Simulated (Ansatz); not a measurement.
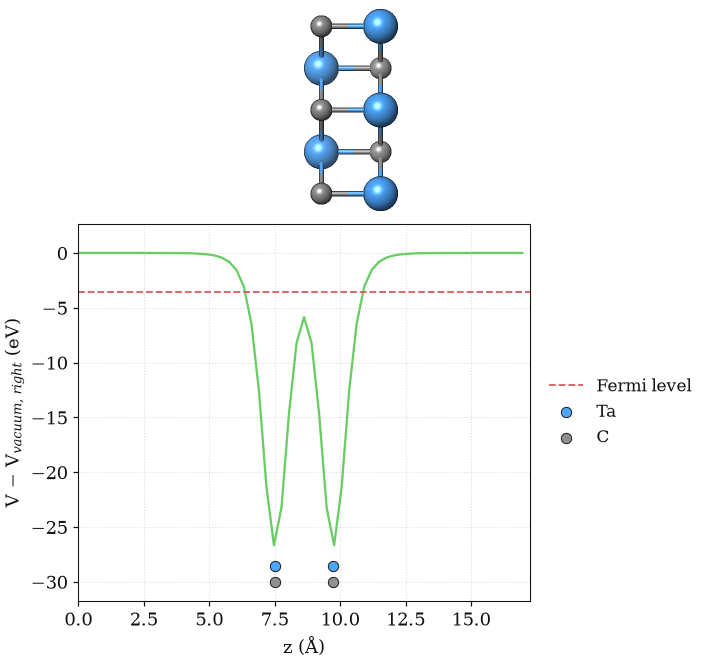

Plane-averaged electrostatic potential energy of an electron across the slab; circles at the bottom mark the heights of the atoms. The structure is drawn too.

Structure: a (100) slab cut from TaC (Fm-3m), ended by TaC planes, 4 atoms in the cell, repeats removed: 3.

Method: DFT PBE, scalar-relativistic, plane waves, PAW, no spin polarisation, 11×11×1 k mesh, Gaussian smearing of 0.1 eV (Ansatz 0.2.0).

### Read off the work function of each face.

The work function is 3.53 eV, the same on both faces. The two vacuum levels agree, so the slab has no net dipole along its normal.

### How thick are slab and vacuum?

The outermost atoms are 2.2 Å apart, which leaves 15.0 Å of vacuum in a cell 17.2 Å high.

The atoms aren't at rest in this cell (largest force 2.2 eV/Å), so the relaxed material can differ. Spin-orbit coupling is left out, which matters for Ta.
